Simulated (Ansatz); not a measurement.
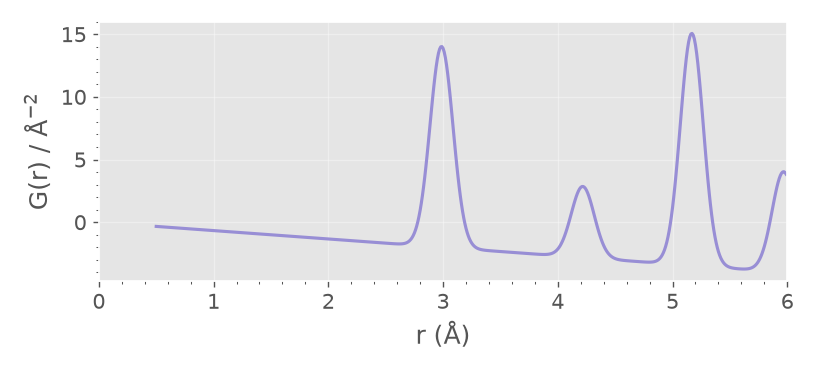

The curve is a calculated X-ray PDF: distances of the static structure, each pair weighted by the product of the atomic numbers (X-ray weights at Q = 0), broadened by Gaussians with σ = 0.10 Å. No termination ripples are included.

Candidate polymorphs:

A. 
```
Ta
1.0
     3.31207    0.00000    0.00000
     0.00000    3.31207    0.00000
     0.00000    0.00000    3.31207
Ta
2
Direct
  0.00000 0.00000 0.00000
  0.50000 0.50000 0.50000
```

B. 
```cif
data_structure
_symmetry_space_group_name_H-M 'Fm-3m'
_symmetry_Int_Tables_number 225
_cell_length_a 4.2217
_cell_length_b 4.2217
_cell_length_c 4.2217
_cell_angle_alpha 90.000
_cell_angle_beta 90.000
_cell_angle_gamma 90.000
_cell_volume 75.24
loop_
_atom_site_label
_atom_site_type_symbol
_atom_site_symmetry_multiplicity
_atom_site_Wyckoff_symbol
_atom_site_fract_x
_atom_site_fract_y
_atom_site_fract_z
_atom_site_occupancy
Ta1 Ta 4 a 0.00000 0.00000 0.00000 1
```

Origins: A, the input geometry of an electronic-structure calculation (not necessarily at equilibrium); B, the input geometry of an electronic-structure calculation (not necessarily at equilibrium); the starting structure was generated, so it need not be a known form of this composition.

### From which structure was the curve computed?

Candidate B, Ta, Fm-3m (first clear peaks at 2.99 Å (Ta–Ta) and 4.22 Å (Ta–Ta)). A would give first clear peaks at 2.87 Å (Ta–Ta) and 3.31 Å (Ta–Ta).
